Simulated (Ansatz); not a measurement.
**WS: geometry relaxation**

WS (Fm-3m, 2 atoms in the cell), computed with DFT PBEsol, scalar-relativistic, plane waves, PAW, no spin polarisation (Ansatz 0.2.0).

The structure was built on a prototype by a generator; it need not be a known phase. Figures and captions count atoms from 1; the log counts them from 0 in places.

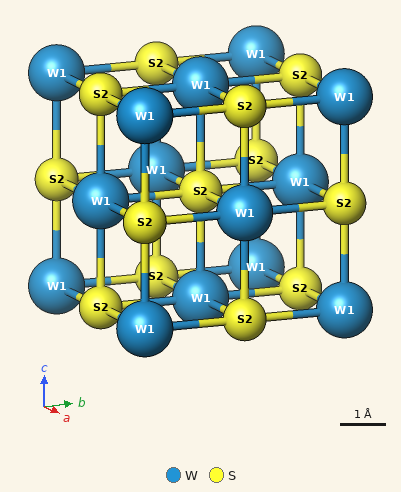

*The structure as given in the input (ball-and-stick view of the cell 4 times as large as that of the calculation, set on its symmetry axes, seen slightly off an axis; atoms are numbered from 1 in the order of the input). An atom can appear more than once, as a periodic image.*

Near neighbours in the periodic cell (some may lie outside the picture): W has 6 S at 2.45 Å; S has 6 W at 2.45 Å.

**Key numbers**

```csv
quantity,value
outcome,converged
space group (tolerance 0.01 Å),Fm-3m (225)
electrons treated,20
free energy,−11140.2229 eV
Fermi energy,18.574 eV
gap on the k-point mesh,none (metallic)
pressure,−0.04 GPa
final volume,29.41 Å³
largest force (length of the vector) at the end,under 0.001 eV/Å
final cell,"a = 3.465 Å, b = 3.465 Å, c = 3.465 Å, α = 60.00°, β = 60.00°, γ = 60.00°"
hardware,"1 thread of Intel Xeon @ 2.50GHz (Skylake/Cascade Lake), 192 GiB of memory available, shared host"
wall time,13 s
peak memory,0.41 GiB
```

Spin–orbit coupling is left out, which matters for W.

**Input file**
```yaml
crystal:
  lattice:
    - [0.0, 2.4490622249, 2.4490622249]
    - [2.4490622249, 0.0, 2.4490622249]
    - [2.4490622249, 2.4490622249, 0.0]
  atoms:
    - { symbol: W, position: [0.0, 0.0, 0.0] }
    - { symbol: S, position: [0.5, 0.5, 0.5] }
basis:
  ecutwfc: 420
kpoints:
  mp_grid: { grid: [14, 14, 14] }
hamiltonian:
  xc: pbesol
scf:
  occupations: { method: gaussian, width: 0.1 }
output:
  forces: true
  stress: true
  eigenvalues: true
  write_density: true
  write_potential: true
  elf: true
  volumetric_format: npy
relax:
  adjacent_minimum: "off"
  f_tol: 0.01
  max_steps: 80
  cell: { stress_tol: 0.05 }
```

Run as:
```bash
ansatz run input.yaml --threads 1 --pin off --max-ram 2560MiB --backend cpu --events-out ev --progress --plain --runs-dir out
```

**Output**
```
Engine: ansatz 0.2.0, x86_64-unknown-linux-gnu
Pseudopotentials: kind: paw
Pseudopotential: W, paw, valence charge 14, recommended cutoff 420 eV (normal), W.paw.azcp
Pseudopotential: S, paw, valence charge 6, recommended cutoff 420 eV (normal), S.paw.azcp
Functional definition: PBEsol
  exchange = pbesol_x
  correlation = pbesol_c
Crystal: 2 atoms, lattice volume = 29.378 Å³
Basis set: ecut = 420 eV, 537 PW (Γ), exchange–correlation on 48×48×48 points (8 copies of the dense FFT grid, shifted against one another)
Bands: 14, of which v1, the nominal top of the filled ones, is band 10 counted from 1 (9 counted from 0)
Symmetry: 48 space group operations
Space group: Fm-3m (ITA 225), of the structure as read, at distance tolerance 3.1e-5 Å
k-points: 104 of 2744
Non-local potential: W, projectors of the file, l = 0: 3, l = 1: 2, l = 2: 2, l = 3: 1
Non-local potential: S, projectors of the file, l = 0: 2, l = 1: 2, l = 2: 2
PAW form: soft (Blöchl's): semilocal exchange-correlation on the pseudo side does not see the compensation charge
PAW frozen core: W, regenerated for the run's functional, and the local potential with it (the file was generated under x = pbe(κ = 0.804, μ = 0.2195149727645171), c = pbe(β = 0.06672455060314922))
PAW frozen core: S, regenerated for the run's functional, and the local potential with it (the file was generated under x = pbe(κ = 0.804, μ = 0.2195149727645171), c = pbe(β = 0.06672455060314922))
PAW one-centre angular grid: W, 590 points (default); XC on 64 Gauss nodes
PAW one-centre angular grid: S, 110 points (default); XC on 64 Gauss nodes
Initial density: superposition of atomic densities (neutral atoms: chi_scale 0, normalization atom), corrected by the library's trained network
Initial wavefunctions: pseudopotential atomic-orbital guess
Functional: x = pbesol(κ = 0.804, μ = 0.12345679012345678), c = pbesol(β = 0.046)
SCF iter   1: F=—  HF=-11140.231075 eV  |F-HF|=—  |Δ(HF+E_count)|=         —  Δρ=8.07e-3  dr2=3.13e-2  ethr=1.77e-3  ⟨swp⟩=5.0  Hψ=8415  notcnv=0
preconditioner: auto → none  [metal: Δε(μ)=0.011 eV  Ē_g=9.012 eV  σ=0.100 eV  W_gap=0.06  n_scr=8 (ndim 8)  ℏωp=23.7 eV  f_vac=0.000  D(μ)=2.43/eV (n_scr^D=26)  sad-step TF]
SCF iter   2: F=—  HF=-11140.226580 eV  |F-HF|=—  |Δ(HF+E_count)|=   4.50e-3  Δρ=5.43e-3  dr2=1.44e-2  ethr=1.56e-4  ⟨swp⟩=1.0  Hψ=2288  notcnv=0
SCF iter   3: F=—  HF=-11140.222885 eV  |F-HF|=—  |Δ(HF+E_count)|=   3.69e-3  Δρ=3.76e-4  dr2=4.82e-5  ethr=7.20e-5  ⟨swp⟩=2.0  Hψ=1977  notcnv=0
SCF iter   4: F=—  HF=-11140.222891 eV  |F-HF|=—  |Δ(HF+E_count)|=   5.62e-6  Δρ=5.07e-5  dr2=4.13e-7  ethr=2.41e-7  ⟨swp⟩=2.0  Hψ=2097  notcnv=0
iter 5 did not close the SCF: its close was put off for the readings that it lacked (scf_convergence_deferred on its scf_iter line)
SCF iter   5: F=-11140.222892 eV  HF=-11140.222892 eV  |F-HF|=1.81e-9  |Δ(HF+E_count)|=   7.24e-7  Δρ=7.66e-6  dr2=1.00e-8  ethr=2.07e-9  ⟨swp⟩=2.2  Hψ=2058  notcnv=0
SCF iter   6: F=-11140.222892 eV  HF=-11140.222892 eV  |F-HF|=1.49e-10  |Δ(HF+E_count)|=   3.52e-9  Δρ=7.58e-7  dr2=1.67e-10  ethr=5.02e-11  ⟨swp⟩=5.9  Hψ=8676  notcnv=0
SCF 1 converged in 6 iterations: F = -11140.222892 eV  dr2 = 1.67e-10
  greatest PAW one-centre occupation: 1.000 electrons in one spin orbital (limit 2), on the W atom at site 0 (counted from 0), in its partial waves of l = 0
relax step   1: F+E_penalty+E_count = -11140.22289172 eV  Δ(F+E_penalty+E_count) = +0.000e0 eV  max|allowed force component| = 2.367e-29 eV/Å  Δτ_max = 0.0000 Å  P = +0.186 GPa  Ω = 29.378 Å³  (6 SCF iters, dr2 threshold 1.00e-7 eV, accepted)
Crystal: 2 atoms, lattice volume = 29.409 Å³
Basis set: ecut = 420 eV, 561 PW (Γ), exchange–correlation on 48×48×48 points (8 copies of the dense FFT grid, shifted against one another)
Initial density: handed on by an earlier stage of this run
Initial wavefunctions: those handed on with the density
iter 1 solved again at ethr=3.48e-9 eV; its pass at ethr=3.10e-3 eV (dr2=6.96e-7 eV) is discarded
SCF iter   1: F=—  HF=-11140.222913 eV  |F-HF|=—  |Δ(HF+E_count)|=         —  Δρ=3.89e-5  dr2=4.81e-7  ethr=3.48e-9  ⟨swp⟩=2.0  Hψ=8862  notcnv=0
preconditioner: auto → none  [metal: Δε(μ)=0.012 eV  Ē_g=9.049 eV  σ=0.100 eV  W_gap=0.07  n_scr=8 (ndim 8)  ℏωp=23.7 eV  f_vac=0.000  D(μ)=2.42/eV (n_scr^D=26)]
iter 2 did not close the SCF: its close was put off for the readings that it lacked (scf_convergence_deferred on its scf_iter line)
SCF iter   2: F=-11140.222899 eV  HF=-11140.222899 eV  |F-HF|=1.91e-8  |Δ(HF+E_count)|=   1.46e-5  Δρ=1.56e-5  dr2=5.91e-8  ethr=2.40e-9  ⟨swp⟩=2.1  Hψ=1850  notcnv=0
iter 3 did not close the SCF: its close was put off for the readings that it lacked (scf_convergence_deferred on its scf_iter line)
SCF iter   3: F=-11140.222899 eV  HF=-11140.222899 eV  |F-HF|=3.27e-11  |Δ(HF+E_count)|=   1.12e-8  Δρ=2.18e-6  dr2=9.86e-10  ethr=2.95e-10  ⟨swp⟩=1.7  Hψ=1639  notcnv=0
iter 4 did not close the SCF: its close was put off for the readings that it lacked (scf_convergence_deferred on its scf_iter line)
SCF iter   4: F=-11140.222899 eV  HF=-11140.222899 eV  |F-HF|=1.82e-12  |Δ(HF+E_count)|=  7.28e-12  Δρ=2.55e-7  dr2=7.44e-12  ethr=4.93e-12  ⟨swp⟩=2.5  Hψ=2209  notcnv=0
iter 5 did not close the SCF: its close was put off for the readings that it lacked (scf_convergence_deferred on its scf_iter line)
SCF iter   5: F=-11140.222899 eV  HF=-11140.222899 eV  |F-HF|=1.82e-12  |Δ(HF+E_count)|=  1.82e-12  Δρ=4.84e-8  dr2=4.49e-13  ethr=1.00e-12  ⟨swp⟩=1.0  Hψ=1460  notcnv=0
SCF iter   6: F=-11140.222899 eV  HF=-11140.222899 eV  |F-HF|=1.82e-12  |Δ(HF+E_count)|=    0.00e0  Δρ=2.47e-9  dr2=8.57e-16  ethr=1.00e-12  ⟨swp⟩=3.8  Hψ=5505  notcnv=0
SCF 2 converged in 6 iterations: F = -11140.222899 eV  dr2 = 8.57e-16
relax step   2: F+E_penalty+E_count = -11140.22289865 eV  Δ(F+E_penalty+E_count) = -6.934e-6 eV  max|allowed force component| = 1.512e-30 eV/Å  Δτ_max = 0.0000 Å  P = -0.038 GPa  Ω = 29.409 Å³  energy of the carried Pulay correction = -7.247e-6 eV  (6 SCF iters, accepted)
Initial wavefunctions: pseudopotential atomic-orbital guess (no wavefunctions were taken with the density)
iter 1 solved again at ethr=2.93e-8 eV; its pass at ethr=3.10e-3 eV (dr2=5.86e-6 eV) is discarded
SCF iter   1: F=—  HF=-11140.222926 eV  |F-HF|=—  |Δ(HF+E_count)|=         —  Δρ=5.25e-5  dr2=1.70e-8  ethr=2.93e-8  ⟨swp⟩=3.1  Hψ=12473  notcnv=0
SCF iter   2: F=—  HF=-11140.222912 eV  |F-HF|=—  |Δ(HF+E_count)|=   1.47e-5  Δρ=2.63e-5  dr2=4.29e-9  ethr=8.49e-11  ⟨swp⟩=2.2  Hψ=2135  notcnv=0
SCF iter   3: F=—  HF=-11140.222912 eV  |F-HF|=—  |Δ(HF+E_count)|=   1.33e-7  Δρ=6.04e-7  dr2=1.20e-10  ethr=2.14e-11  ⟨swp⟩=1.0  Hψ=1457  notcnv=0
iter 4 did not close the SCF: its close was put off for the readings that it lacked (scf_convergence_deferred on its scf_iter line)
SCF iter   4: F=-11140.222912 eV  HF=-11140.222912 eV  |F-HF|=1.82e-12  |Δ(HF+E_count)|=  2.36e-11  Δρ=1.59e-7  dr2=6.76e-12  ethr=1.00e-12  ⟨swp⟩=2.1  Hψ=1839  notcnv=0
iter 5 did not close the SCF: its close was put off for the readings that it lacked (scf_convergence_deferred on its scf_iter line)
SCF iter   5: F=-11140.222912 eV  HF=-11140.222912 eV  |F-HF|=7.28e-12  |Δ(HF+E_count)|=  5.46e-12  Δρ=1.98e-8  dr2=4.66e-14  ethr=1.00e-12  ⟨swp⟩=1.0  Hψ=1456  notcnv=0
iter 6 did not close the SCF: its close was put off for the readings that it lacked (scf_convergence_deferred on its scf_iter line)
SCF iter   6: F=-11140.222912 eV  HF=-11140.222912 eV  |F-HF|=5.46e-12  |Δ(HF+E_count)|=  1.27e-11  Δρ=4.43e-9  dr2=4.80e-15  ethr=1.00e-12  ⟨swp⟩=1.0  Hψ=1456  notcnv=0
iter 7 did not close the SCF: its close was put off for the readings that it lacked (scf_convergence_deferred on its scf_iter line)
SCF iter   7: F=-11140.222912 eV  HF=-11140.222912 eV  |F-HF|=1.82e-12  |Δ(HF+E_count)|=  9.09e-12  Δρ=1.47e-9  dr2=1.01e-15  ethr=1.00e-12  ⟨swp⟩=1.0  Hψ=1456  notcnv=0
SCF iter   8: F=-11140.222912 eV  HF=-11140.222912 eV  |F-HF|=0.00e0  |Δ(HF+E_count)|=    0.00e0  Δρ=3.01e-10  dr2=4.27e-17  ethr=1.00e-12  ⟨swp⟩=2.6  Hψ=4161  notcnv=0
SCF 3 converged in 8 iterations: F = -11140.222912 eV  dr2 = 4.27e-17
relax step   3: F+E_penalty+E_count = -11140.22291170 eV  Δ(F+E_penalty+E_count) = -1.305e-5 eV  max|allowed force component| = 2.827e-30 eV/Å  Δτ_max = 0.0000 Å  P = -0.038 GPa  Ω = 29.409 Å³  stress off target by 3.81e-2 GPa  SCF on the basis re-selected at this cell (its energy is not comparable with the rows above)  (8 SCF iters)
```

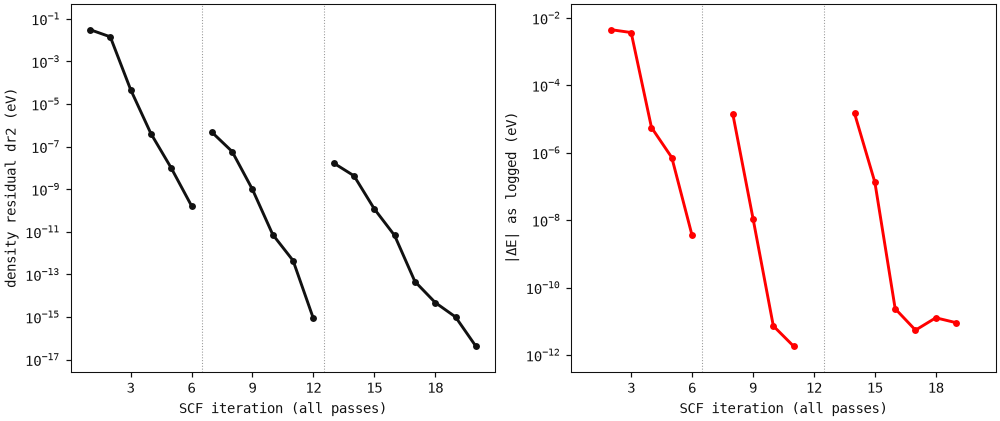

*Convergence of the self-consistent field: density residual dr2 and size of the energy change against the SCF iteration. The dotted lines part the SCF passes of the relaxation: geometry steps, rejected trials and re-solves on a re-selected basis.*

The passes take 6, 6 and 8 iterations.

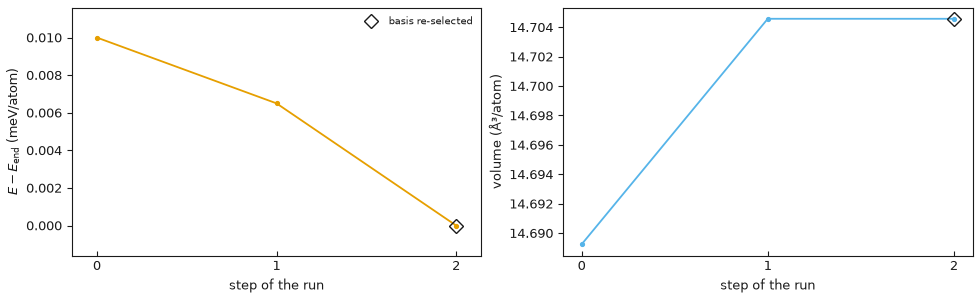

*Progress of the relaxation, step by step (the first geometry is step 0 here and step 1 in the log).*

After 1 geometry step the energy has fallen by next to nothing (0.0 meV per atom). All forces vanish by symmetry, so only the cell relaxes. The pressure goes from 0.19 to −0.04 GPa. No atom moves by more than 0.005 Å relative to the cell. Cell: a = b = c 4.898 → 4.900 Å (0.0 %). Volume +0.1 %. The space group stays Fm-3m (No. 225). A last SCF at the same geometry on a re-selected plane-wave basis shifts the energy by next to nothing (0.0 meV per atom).

```
basis re-selected at this cell: Δ(F+E_penalty+E_count) = -1.305e-5 eV, ΔP = -0.000 GPa vs the last step (what re-selecting the basis moved, of the pressure what is left beyond the Pulay correction that the steps carried, after the strain that the cell walked since its last selection, with what the two solves' SCF thresholds leave and, on support functions, any second-order correction that the steps lacked; it is no measure of the basis error at this ecutwfc). This SCF's stress stands 3.81e-2 GPa from its target on what of the cell is left free (relax.cell.stress_tol is 5.00e-2 GPa) and its largest allowed force component is 2.83e-30 eV/Å (relax.f_tol is 1.00e-2 eV/Å): within both
SCF converged after 8 iterations
Free energy (F): -11140.222912 eV
Harris-Foulkes:  -11140.222912 eV  (|F-HF|=0.00e0)
Internal energy: -11140.210804 eV  (E = F + TS)
E sigma→0 (E₀):  -11140.216858 eV
Entropy (-TS):   -0.012108 eV (-6.054 meV/atom)
Fermi energy:    18.573736 eV
--- Per-component energies (eV) ---
  E_band       = -90.803610
  E_kinetic    = 565.664183
  E_local      = -818.501332  (includes V_loc(G=0)·N_el)
  E_nonlocal   = 33.372446
  E_hartree    = 295.368701
  E_xc         = -362.984855
  E_vxc        = -328.355655  (∫ρ·V_xc dr)
  E_paw        = -9021.415668  (= ΣΔE_a)
  E_vpaw       = -133.720595  (= ΣTr[D̂ρ^β])
  E_aug_tail   = -0.000060  (compensation charges beyond the density's cutoff)
  E_ewald      = -1831.997960
  E_core_change = 0.283741  (= ΣΔE_core)
  E_smearing   = -0.012108  (= −TS)
  E_closure    = -0.000000  (closes the sum)
  Σ components = -11140.222912   (vs F -11140.222912, Δ=0.00e0)
--- Forces (eV/Å), atoms counted from 1 ---
  atom   1  W     -0.00000000     0.00000000     0.00000000
  atom   2  S      0.00000000    -0.00000000    -0.00000000
  max |Σ_I F_I| component: 2.50e-30 eV/Å
--- Stress (GPa, compression-positive) ---
       -0.038059      -0.000000      -0.000000
       -0.000000      -0.038059      -0.000000
       -0.000000      -0.000000      -0.038059
  P = ⅓ Tr σ = -0.0381 GPa (-0.381 kbar)
--- Band table (eV; the first three rows and the last of 104) ---
  k-point 0: bands = ["-56.1013", "-20.3525", "-20.3525", "-20.3525", "1.1552", "15.1602", "15.1602", "15.1602", "15.7101", "15.7101", "15.7101", "16.2898", "16.2898", "20.9288"]
  k-point 1: bands = ["-56.1009", "-20.3630", "-20.3537", "-20.3537", "1.2441", "14.3566", "14.4920", "14.4920", "15.8694", "15.8694", "16.1796", "17.0278", "17.0278", "21.3179"]
  k-point 2: bands = ["-56.0998", "-20.3922", "-20.3570", "-20.3570", "1.5036", "13.1430", "13.6228", "13.6228", "16.1735", "16.1735", "16.5900", "18.2694", "18.2694", "22.2755"]
  k-point 103: bands = ["-56.0911", "-20.4892", "-20.4658", "-20.4293", "3.1828", "11.2738", "11.3403", "11.6303", "17.1216", "18.3114", "18.5019", "19.7460", "20.2282", "25.4905"]
--- Relaxed structure (2 steps of the walk, 2 accepted, 1 SCFs on fresh bases) ---
  F+E_penalty+E_count = -11140.22291170 eV   max|allowed force component| = 2.827e-30 eV/Å   (the final SCF, on the basis selected at the relaxed cell)
  cell:  # Å, volume = 29.4091 Å³
    - [1.2041040377408636e-35, 2.449913618725969, 2.449913618725969]
    - [2.449913618725969, -1.273843008223897e-35, 2.449913618725969]
    - [2.449913618725969, 2.449913618725969, -1.0260483036274215e-34]
  atoms:
    - { symbol: W, position: [1.2287419680518448e-35, -2.0479032800864078e-35, -8.191613120345624e-37] }
    - { symbol: S, position: [0.5, 0.5, 0.5] }
```

**Trajectory as extended XYZ (Å, eV, eV/Å), 3 frames, from step=1 to step=3**
```
2
Lattice="0.0000 2.4491 2.4491 2.4491 0.0000 2.4491 2.4491 2.4491 0.0000" Properties=species:S:1:pos:R:3:forces:R:3 step=1 energy=-11140.22289 pressure_GPa=0.19
W     0.0000    0.0000    0.0000    0.0000   0.0000   0.0000
S     2.4491    2.4491    2.4491    0.0000   0.0000   0.0000
2
Lattice="0.0000 2.4499 2.4499 2.4499 0.0000 2.4499 2.4499 2.4499 0.0000" Properties=species:S:1:pos:R:3:forces:R:3 step=2 energy=-11140.22290 pressure_GPa=-0.04
W     0.0000    0.0000    0.0000    0.0000   0.0000   0.0000
S     2.4499    2.4499    2.4499    0.0000   0.0000   0.0000
2
Lattice="0.0000 2.4499 2.4499 2.4499 0.0000 2.4499 2.4499 2.4499 0.0000" Properties=species:S:1:pos:R:3:forces:R:3 step=3 energy=-11140.22291 pressure_GPa=-0.04
W     0.0000    0.0000    0.0000    0.0000   0.0000   0.0000
S     2.4499    2.4499    2.4499    0.0000   0.0000   0.0000
```

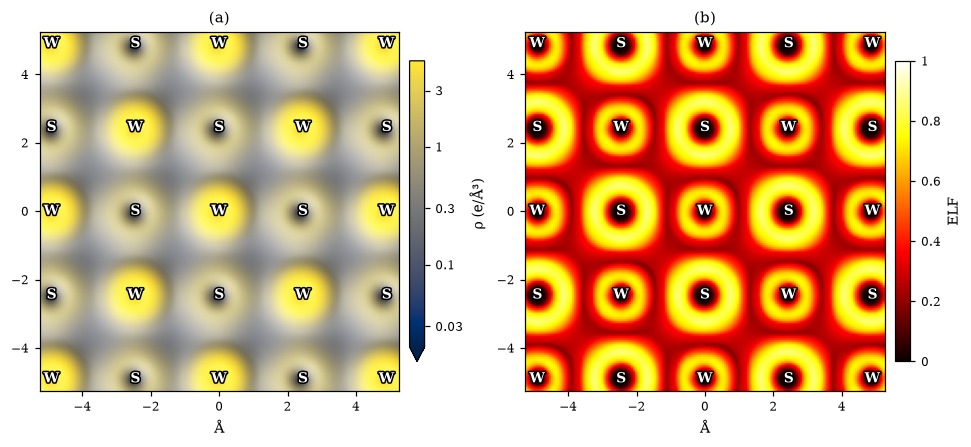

*(a) valence electron density; (b) electron localisation function on the (001) plane of the conventional cell.*

Atoms in the plane: W and S. W–S (2.45 Å): ρ at the midpoint is about 0.53 e/Å³; the ELF is about 0.35 at the midpoint. Away from the nuclei the density in this plane falls to 0.2 e/Å³ at its lowest. The strong features right at W lie inside the PAW spheres (semicore, d or f shells) and say nothing about bonding. Core electrons are frozen (PAW), so the fields are smoothed inside the atomic spheres.

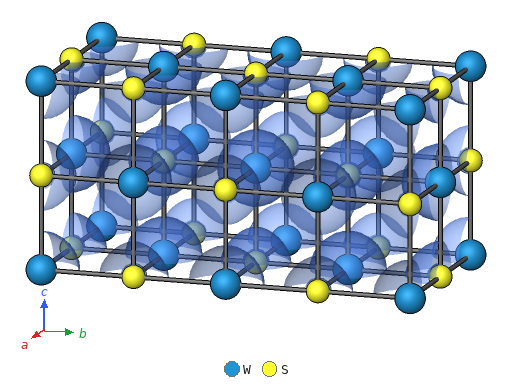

*Isosurface of the valence electron density at 0.8 e/Å³ (blue), seen slightly off an axis. Sticks mark near contacts. The outline is the cell set on symmetry axes.*

At this value the density breaks into separate islands; it holds about 60 % of the electrons treated as valence (semicore included). It is pinched off along the W–S (2.45 Å) contacts. On the grid the lowest density along these lines, outside the cores, is 0.53 e/Å³ (W–S, 2.45 Å).
